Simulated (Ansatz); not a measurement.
Single-point calculation of Si₁₂₈C₁₂₈ (part 1 of 3)

- system: Si₁₂₈C₁₂₈ (P6₃mc, 256 atoms in the cell)
- method: DFT, r2SCAN, PAW, plane waves (Ansatz 0.2.0)

The structure was built on a prototype by a generator.

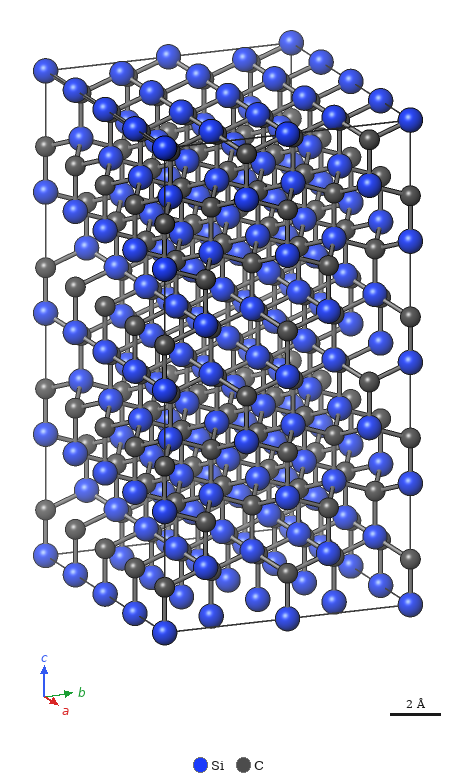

The structure as given in the input (ball-and-stick view of the cell of the calculation, seen slightly off an axis).

Key numbers

```json
{"quantity": "outcome", "value": "converged"}
{"quantity": "space group (tolerance 0.01 Å)", "value": "P6₃mc (186)"}
{"quantity": "electrons treated", "value": "1024"}
{"quantity": "free energy", "value": "−114087.7636 eV"}
{"quantity": "Fermi energy", "value": "10.749 eV"}
{"quantity": "largest force (length of the vector)", "value": "0.020 eV/Å"}
{"quantity": "hardware", "value": "8 CPU threads, shared host"}
{"quantity": "wall time", "value": "19 s (CPU time 73 s)"}
{"quantity": "peak memory", "value": "6 GiB"}
```

Notes

The k-point mesh is coarse for a cell of this size, so the results may not be converged.

Input file
```yaml
crystal:
  lattice:
    - [12.312272, 0.000000, 0.000000]
    - [0.000000, 10.662740, 0.000000]
    - [0.000000, 0.000000, 20.151893]
  atoms:
    - { symbol: Si, position: [0.000000, 0.000000, 0.249920] }
    - { symbol: Si, position: [0.000000, 0.000000, 0.749920] }
    - { symbol: Si, position: [0.250000, 0.000000, 0.249920] }
    - { symbol: Si, position: [0.250000, 0.000000, 0.749920] }
    - { symbol: Si, position: [0.125000, 0.250000, 0.249920] }
    - { symbol: Si, position: [0.125000, 0.250000, 0.749920] }
    - { symbol: Si, position: [0.000000, 0.500000, 0.249920] }
    - { symbol: Si, position: [0.000000, 0.500000, 0.749920] }
    - { symbol: Si, position: [0.500000, 0.000000, 0.249920] }
    - { symbol: Si, position: [0.500000, 0.000000, 0.749920] }
    - { symbol: Si, position: [0.375000, 0.250000, 0.249920] }
    - { symbol: Si, position: [0.375000, 0.250000, 0.749920] }
    - { symbol: Si, position: [0.250000, 0.500000, 0.249920] }
    - { symbol: Si, position: [0.250000, 0.500000, 0.749920] }
    - { symbol: Si, position: [0.125000, 0.750000, 0.249920] }
    - { symbol: Si, position: [0.125000, 0.750000, 0.749920] }
    - { symbol: Si, position: [0.750000, 0.000000, 0.249920] }
    - { symbol: Si, position: [0.750000, 0.000000, 0.749920] }
    - { symbol: Si, position: [0.625000, 0.250000, 0.249920] }
    - { symbol: Si, position: [0.625000, 0.250000, 0.749920] }
    - { symbol: Si, position: [0.500000, 0.500000, 0.249920] }
    - { symbol: Si, position: [0.500000, 0.500000, 0.749920] }
    - { symbol: Si, position: [0.375000, 0.750000, 0.249920] }
    - { symbol: Si, position: [0.375000, 0.750000, 0.749920] }
    - { symbol: Si, position: [0.875000, 0.250000, 0.249920] }
    - { symbol: Si, position: [0.875000, 0.250000, 0.749920] }
    - { symbol: Si, position: [0.750000, 0.500000, 0.249920] }
    - { symbol: Si, position: [0.750000, 0.500000, 0.749920] }
    - { symbol: Si, position: [0.625000, 0.750000, 0.249920] }
    - { symbol: Si, position: [0.625000, 0.750000, 0.749920] }
    - { symbol: Si, position: [0.875000, 0.750000, 0.249920] }
    - { symbol: Si, position: [0.875000, 0.750000, 0.749920] }
    - { symbol: Si, position: [0.000000, 0.166667, 0.124956] }
    - { symbol: Si, position: [0.000000, 0.166667, 0.624956] }
    - { symbol: Si, position: [0.250000, 0.166667, 0.124956] }
    - { symbol: Si, position: [0.250000, 0.166667, 0.624956] }
    - { symbol: Si, position: [0.125000, 0.416667, 0.124956] }
    - { symbol: Si, position: [0.125000, 0.416667, 0.624956] }
    - { symbol: Si, position: [0.000000, 0.666667, 0.124956] }
    - { symbol: Si, position: [0.000000, 0.666667, 0.624956] }
    - { symbol: Si, position: [0.500000, 0.166667, 0.124956] }
    - { symbol: Si, position: [0.500000, 0.166667, 0.624956] }
    - { symbol: Si, position: [0.375000, 0.416667, 0.124956] }
    - { symbol: Si, position: [0.375000, 0.416667, 0.624956] }
    - { symbol: Si, position: [0.250000, 0.666667, 0.124956] }
    - { symbol: Si, position: [0.250000, 0.666667, 0.624956] }
    - { symbol: Si, position: [0.125000, 0.916667, 0.124956] }
    - { symbol: Si, position: [0.125000, 0.916667, 0.624956] }
    - { symbol: Si, position: [0.750000, 0.166667, 0.124956] }
    - { symbol: Si, position: [0.750000, 0.166667, 0.624956] }
    - { symbol: Si, position: [0.625000, 0.416667, 0.124956] }
    - { symbol: Si, position: [0.625000, 0.416667, 0.624956] }
    - { symbol: Si, position: [0.500000, 0.666667, 0.124956] }
    - { symbol: Si, position: [0.500000, 0.666667, 0.624956] }
    - { symbol: Si, position: [0.375000, 0.916667, 0.124956] }
    - { symbol: Si, position: [0.375000, 0.916667, 0.624956] }
    - { symbol: Si, position: [0.875000, 0.416667, 0.124956] }
    - { symbol: Si, position: [0.875000, 0.416667, 0.624956] }
    - { symbol: Si, position: [0.750000, 0.666667, 0.124956] }
    - { symbol: Si, position: [0.750000, 0.666667, 0.624956] }
    - { symbol: Si, position: [0.625000, 0.916667, 0.124956] }
    - { symbol: Si, position: [0.625000, 0.916667, 0.624956] }
    - { symbol: Si, position: [0.875000, 0.916667, 0.124956] }
    - { symbol: Si, position: [0.875000, 0.916667, 0.624956] }
    - { symbol: Si, position: [0.125000, 0.083333, 0.374956] }
    - { symbol: Si, position: [0.125000, 0.083333, 0.874956] }
    - { symbol: Si, position: [0.000000, 0.333333, 0.374956] }
    - { symbol: Si, position: [0.000000, 0.333333, 0.874956] }
    - { symbol: Si, position: [0.375000, 0.083333, 0.374956] }
    - { symbol: Si, position: [0.375000, 0.083333, 0.874956] }
    - { symbol: Si, position: [0.250000, 0.333333, 0.374956] }
    - { symbol: Si, position: [0.250000, 0.333333, 0.874956] }
    - { symbol: Si, position: [0.125000, 0.583333, 0.374956] }
    - { symbol: Si, position: [0.125000, 0.583333, 0.874956] }
    - { symbol: Si, position: [0.000000, 0.833333, 0.374956] }
    - { symbol: Si, position: [0.000000, 0.833333, 0.874956] }
    - { symbol: Si, position: [0.625000, 0.083333, 0.374956] }
    - { symbol: Si, position: [0.625000, 0.083333, 0.874956] }
    - { symbol: Si, position: [0.500000, 0.333333, 0.374956] }
    - { symbol: Si, position: [0.500000, 0.333333, 0.874956] }
    - { symbol: Si, position: [0.375000, 0.583333, 0.374956] }
    - { symbol: Si, position: [0.375000, 0.583333, 0.874956] }
    - { symbol: Si, position: [0.250000, 0.833333, 0.374956] }
    - { symbol: Si, position: [0.250000, 0.833333, 0.874956] }
    - { symbol: Si, position: [0.875000, 0.083333, 0.374956] }
    - { symbol: Si, position: [0.875000, 0.083333, 0.874956] }
    - { symbol: Si, position: [0.750000, 0.333333, 0.374956] }
    - { symbol: Si, position: [0.750000, 0.333333, 0.874956] }
    - { symbol: Si, position: [0.625000, 0.583333, 0.374956] }
    - { symbol: Si, position: [0.625000, 0.583333, 0.874956] }
    - { symbol: Si, position: [0.500000, 0.833333, 0.374956] }
    - { symbol: Si, position: [0.500000, 0.833333, 0.874956] }
    - { symbol: Si, position: [0.875000, 0.583333, 0.374956] }
    - { symbol: Si, position: [0.875000, 0.583333, 0.874956] }
    - { symbol: Si, position: [0.750000, 0.833333, 0.374956] }
    - { symbol: Si, position: [0.750000, 0.833333, 0.874956] }
    - { symbol: Si, position: [0.000000, 0.000000, 0.499920] }
    - { symbol: Si, position: [0.000000, 0.000000, 0.999920] }
    - { symbol: Si, position: [0.250000, 0.000000, 0.499920] }
    - { symbol: Si, position: [0.250000, 0.000000, 0.999920] }
    - { symbol: Si, position: [0.125000, 0.250000, 0.499920] }
    - { symbol: Si, position: [0.125000, 0.250000, 0.999920] }
    - { symbol: Si, position: [0.000000, 0.500000, 0.499920] }
    - { symbol: Si, position: [0.000000, 0.500000, 0.999920] }
    - { symbol: Si, position: [0.500000, 0.000000, 0.499920] }
    - { symbol: Si, position: [0.500000, 0.000000, 0.999920] }
    - { symbol: Si, position: [0.375000, 0.250000, 0.499920] }
    - { symbol: Si, position: [0.375000, 0.250000, 0.999920] }
    - { symbol: Si, position: [0.250000, 0.500000, 0.499920] }
    - { symbol: Si, position: [0.250000, 0.500000, 0.999920] }
    - { symbol: Si, position: [0.125000, 0.750000, 0.499920] }
    - { symbol: Si, position: [0.125000, 0.750000, 0.999920] }
    - { symbol: Si, position: [0.750000, 0.000000, 0.499920] }
    - { symbol: Si, position: [0.750000, 0.000000, 0.999920] }
    - { symbol: Si, position: [0.625000, 0.250000, 0.499920] }
    - { symbol: Si, position: [0.625000, 0.250000, 0.999920] }
    - { symbol: Si, position: [0.500000, 0.500000, 0.499920] }
    - { symbol: Si, position: [0.500000, 0.500000, 0.999920] }
    - { symbol: Si, position: [0.375000, 0.750000, 0.499920] }
    - { symbol: Si, position: [0.375000, 0.750000, 0.999920] }
    - { symbol: Si, position: [0.875000, 0.250000, 0.499920] }
    - { symbol: Si, position: [0.875000, 0.250000, 0.999920] }
    - { symbol: Si, position: [0.750000, 0.500000, 0.499920] }
    - { symbol: Si, position: [0.750000, 0.500000, 0.999920] }
    - { symbol: Si, position: [0.625000, 0.750000, 0.499920] }
    - { symbol: Si, position: [0.625000, 0.750000, 0.999920] }
    - { symbol: Si, position: [0.875000, 0.750000, 0.499920] }
    - { symbol: Si, position: [0.875000, 0.750000, 0.999920] }
    - { symbol: C, position: [0.000000, 0.000000, 0.093652] }
    - { symbol: C, position: [0.000000, 0.000000, 0.593652] }
    - { symbol: C, position: [0.250000, 0.000000, 0.093652] }
    - { symbol: C, position: [0.250000, 0.000000, 0.593652] }
    - { symbol: C, position: [0.125000, 0.250000, 0.093652] }
    - { symbol: C, position: [0.125000, 0.250000, 0.593652] }
    - { symbol: C, position: [0.000000, 0.500000, 0.093652] }
    - { symbol: C, position: [0.000000, 0.500000, 0.593652] }
    - { symbol: C, position: [0.500000, 0.000000, 0.093652] }
    - { symbol: C, position: [0.500000, 0.000000, 0.593652] }
    - { symbol: C, position: [0.375000, 0.250000, 0.093652] }
    - { symbol: C, position: [0.375000, 0.250000, 0.593652] }
    - { symbol: C, position: [0.250000, 0.500000, 0.093652] }
    - { symbol: C, position: [0.250000, 0.500000, 0.593652] }
    - { symbol: C, position: [0.125000, 0.750000, 0.093652] }
    - { symbol: C, position: [0.125000, 0.750000, 0.593652] }
    - { symbol: C, position: [0.750000, 0.000000, 0.093652] }
    - { symbol: C, position: [0.750000, 0.000000, 0.593652] }
    - { symbol: C, position: [0.625000, 0.250000, 0.093652] }
    - { symbol: C, position: [0.625000, 0.250000, 0.593652] }
    - { symbol: C, position: [0.500000, 0.500000, 0.093652] }
    - { symbol: C, position: [0.500000, 0.500000, 0.593652] }
    - { symbol: C, position: [0.375000, 0.750000, 0.093652] }
    - { symbol: C, position: [0.375000, 0.750000, 0.593652] }
    - { symbol: C, position: [0.875000, 0.250000, 0.093652] }
    - { symbol: C, position: [0.875000, 0.250000, 0.593652] }
    - { symbol: C, position: [0.750000, 0.500000, 0.093652] }
    - { symbol: C, position: [0.750000, 0.500000, 0.593652] }
    - { symbol: C, position: [0.625000, 0.750000, 0.093652] }
    - { symbol: C, position: [0.625000, 0.750000, 0.593652] }
    - { symbol: C, position: [0.875000, 0.750000, 0.093652] }
    - { symbol: C, position: [0.875000, 0.750000, 0.593652] }
    - { symbol: C, position: [0.000000, 0.000000, 0.343652] }
    - { symbol: C, position: [0.000000, 0.000000, 0.843652] }
    - { symbol: C, position: [0.250000, 0.000000, 0.343652] }
    - { symbol: C, position: [0.250000, 0.000000, 0.843652] }
    - { symbol: C, position: [0.125000, 0.250000, 0.343652] }
    - { symbol: C, position: [0.125000, 0.250000, 0.843652] }
    - { symbol: C, position: [0.000000, 0.500000, 0.343652] }
    - { symbol: C, position: [0.000000, 0.500000, 0.843652] }
    - { symbol: C, position: [0.500000, 0.000000, 0.343652] }
    - { symbol: C, position: [0.500000, 0.000000, 0.843652] }
    - { symbol: C, position: [0.375000, 0.250000, 0.343652] }
    - { symbol: C, position: [0.375000, 0.250000, 0.843652] }
    - { symbol: C, position: [0.250000, 0.500000, 0.343652] }
    - { symbol: C, position: [0.250000, 0.500000, 0.843652] }
    - { symbol: C, position: [0.125000, 0.750000, 0.343652] }
    - { symbol: C, position: [0.125000, 0.750000, 0.843652] }
    - { symbol: C, position: [0.750000, 0.000000, 0.343652] }
    - { symbol: C, position: [0.750000, 0.000000, 0.843652] }
    - { symbol: C, position: [0.625000, 0.250000, 0.343652] }
    - { symbol: C, position: [0.625000, 0.250000, 0.843652] }
    - { symbol: C, position: [0.500000, 0.500000, 0.343652] }
    - { symbol: C, position: [0.500000, 0.500000, 0.843652] }
    - { symbol: C, position: [0.375000, 0.750000, 0.343652] }
    - { symbol: C, position: [0.375000, 0.750000, 0.843652] }
    - { symbol: C, position: [0.875000, 0.250000, 0.343652] }
    - { symbol: C, position: [0.875000, 0.250000, 0.843652] }
    - { symbol: C, position: [0.750000, 0.500000, 0.343652] }
    - { symbol: C, position: [0.750000, 0.500000, 0.843652] }
    - { symbol: C, position: [0.625000, 0.750000, 0.343652] }
    - { symbol: C, position: [0.625000, 0.750000, 0.843652] }
    - { symbol: C, position: [0.875000, 0.750000, 0.343652] }
    - { symbol: C, position: [0.875000, 0.750000, 0.843652] }
    - { symbol: C, position: [0.000000, 0.166667, 0.218973] }
    - { symbol: C, position: [0.000000, 0.166667, 0.718973] }
    - { symbol: C, position: [0.250000, 0.166667, 0.218973] }
    - { symbol: C, position: [0.250000, 0.166667, 0.718973] }
    - { symbol: C, position: [0.125000, 0.416667, 0.218973] }
    - { symbol: C, position: [0.125000, 0.416667, 0.718973] }
    - { symbol: C, position: [0.000000, 0.666667, 0.218973] }
    - { symbol: C, position: [0.000000, 0.666667, 0.718973] }
    - { symbol: C, position: [0.500000, 0.166667, 0.218973] }
    - { symbol: C, position: [0.500000, 0.166667, 0.718973] }
    - { symbol: C, position: [0.375000, 0.416667, 0.218973] }
    - { symbol: C, position: [0.375000, 0.416667, 0.718973] }
    - { symbol: C, position: [0.250000, 0.666667, 0.218973] }
    - { symbol: C, position: [0.250000, 0.666667, 0.718973] }
    - { symbol: C, position: [0.125000, 0.916667, 0.218973] }
    - { symbol: C, position: [0.125000, 0.916667, 0.718973] }
    - { symbol: C, position: [0.750000, 0.166667, 0.218973] }
    - { symbol: C, position: [0.750000, 0.166667, 0.718973] }
    - { symbol: C, position: [0.625000, 0.416667, 0.218973] }
    - { symbol: C, position: [0.625000, 0.416667, 0.718973] }
    - { symbol: C, position: [0.500000, 0.666667, 0.218973] }
    - { symbol: C, position: [0.500000, 0.666667, 0.718973] }
    - { symbol: C, position: [0.375000, 0.916667, 0.218973] }
    - { symbol: C, position: [0.375000, 0.916667, 0.718973] }
    - { symbol: C, position: [0.875000, 0.416667, 0.218973] }
    - { symbol: C, position: [0.875000, 0.416667, 0.718973] }
    - { symbol: C, position: [0.750000, 0.666667, 0.218973] }
    - { symbol: C, position: [0.750000, 0.666667, 0.718973] }
    - { symbol: C, position: [0.625000, 0.916667, 0.218973] }
    - { symbol: C, position: [0.625000, 0.916667, 0.718973] }
    - { symbol: C, position: [0.875000, 0.916667, 0.218973] }
    - { symbol: C, position: [0.875000, 0.916667, 0.718973] }
    - { symbol: C, position: [0.125000, 0.083333, 0.468973] }
    - { symbol: C, position: [0.125000, 0.083333, 0.968973] }
    - { symbol: C, position: [0.000000, 0.333333, 0.468973] }
    - { symbol: C, position: [0.000000, 0.333333, 0.968973] }
    - { symbol: C, position: [0.375000, 0.083333, 0.468973] }
    - { symbol: C, position: [0.375000, 0.083333, 0.968973] }
    - { symbol: C, position: [0.250000, 0.333333, 0.468973] }
    - { symbol: C, position: [0.250000, 0.333333, 0.968973] }
    - { symbol: C, position: [0.125000, 0.583333, 0.468973] }
    - { symbol: C, position: [0.125000, 0.583333, 0.968973] }
    - { symbol: C, position: [0.000000, 0.833333, 0.468973] }
    - { symbol: C, position: [0.000000, 0.833333, 0.968973] }
    - { symbol: C, position: [0.625000, 0.083333, 0.468973] }
    - { symbol: C, position: [0.625000, 0.083333, 0.968973] }
    - { symbol: C, position: [0.500000, 0.333333, 0.468973] }
    - { symbol: C, position: [0.500000, 0.333333, 0.968973] }
    - { symbol: C, position: [0.375000, 0.583333, 0.468973] }
    - { symbol: C, position: [0.375000, 0.583333, 0.968973] }
    - { symbol: C, position: [0.250000, 0.833333, 0.468973] }
    - { symbol: C, position: [0.250000, 0.833333, 0.968973] }
    - { symbol: C, position: [0.875000, 0.083333, 0.468973] }
    - { symbol: C, position: [0.875000, 0.083333, 0.968973] }
    - { symbol: C, position: [0.750000, 0.333333, 0.468973] }
    - { symbol: C, position: [0.750000, 0.333333, 0.968973] }
    - { symbol: C, position: [0.625000, 0.583333, 0.468973] }
    - { symbol: C, position: [0.625000, 0.583333, 0.968973] }
    - { symbol: C, position: [0.500000, 0.833333, 0.468973] }
    - { symbol: C, position: [0.500000, 0.833333, 0.968973] }
    - { symbol: C, position: [0.875000, 0.583333, 0.468973] }
    - { symbol: C, position: [0.875000, 0.583333, 0.968973] }
    - { symbol: C, position: [0.750000, 0.833333, 0.468973] }
    - { symbol: C, position: [0.750000, 0.833333, 0.968973] }
kpoints:
  mp_grid: { grid: [1, 1, 1] }
hamiltonian:
  xc: r2scan
scf:
  occupations: { method: fermi_dirac, width: 0.01 }
output:
  forces: true
  eigenvalues: true
  populations: true
  eigenstates: { kpoints: [[0, 0, 0]], e_range: [-6.0, 6.0], localisation: true }
```
